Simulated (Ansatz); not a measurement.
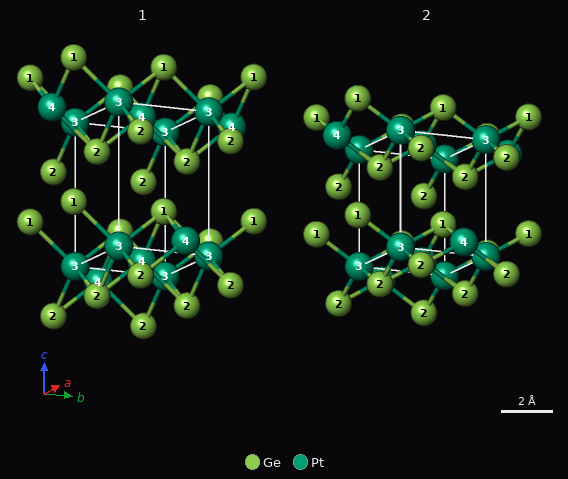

Two geometries of solid GePt (built on the litharge_129 type) (coarse preliminary run), drawn at one scale. One is the start of a relaxation, the other its converged end. A ball-and-stick model of the cell of the calculation, seen from a free direction.

The calculation used DFT PBE, scalar-relativistic, plane waves, PAW in Ansatz. (plane-wave cutoff 420 eV; k-point mesh 6 × 6 × 4; occupations gaussian; smearing width 0.1 eV; no spin polarisation; cell and atoms relaxed; force threshold 0.04 eV/Å; at most 70 steps)

**Which one is relaxed?**

Structure 1 is the relaxed one. Case: litharge type (P4/nmm, No. 129). The largest moves relative to the cell, 0.23 Å, are those of Ge1 and Ge2. Ge2 goes along −c. Pt stays in place. The volume changes by +37.2 %, with a = b 3.738 → 3.940 Å (+5.4 %), c 4.723 → 5.831 Å (+23.5 %). Among the contacts that change: Ge1–Pt3 2.174 → 2.538 Å, Pt3–Pt4 2.643 → 2.786 Å. Among the angles between lasting bonds that change: Pt3–Ge1–Pt3 118.6° → 101.8°, Ge1–Pt3–Ge1 118.6° → 101.8°, Ge1–Pt3–Ge2 105.1° → 113.4°. The space group stays P4/nmm (No. 129). After 9 accepted moves (11 points after the start) the energy has fallen by 7.176 eV per cell of the calculation. The largest force component goes from 13 to 0.0079 eV/Å. The pressure goes from 94.09 to 0.16 GPa. At 2 points the geometry stayed and the basis and grid were re-selected for the new cell (energy shift of 28.1 meV per cell of the calculation at most each time).
